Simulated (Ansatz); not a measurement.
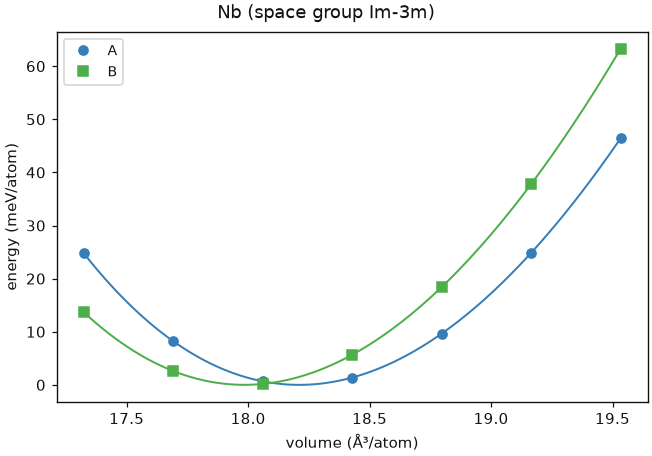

The figure shows the energy against volume, with one curve for each functional, for Nb (space group Im-3m). The labels are replaced by letters. In alphabetical order the cases are: PBE; RPBE + D4.

Method: plane-wave DFT, no spin polarisation; energies at scaled volumes of the given cell, shape and fractions fixed, counted from the fit's minimum, third-order Birch-Murnaghan fit (Ansatz 0.2.0). All runs: no spin polarisation.

```
       setting        value
        k mesh     11×11×11
   occupations  Fermi–Dirac
smearing width      0.05 eV
```

Question: Which letter stands for which functional?

Answer: A: PBE; B: RPBE + D4.

Note: the functional was run on potentials made for another functional (RPBE + D4).
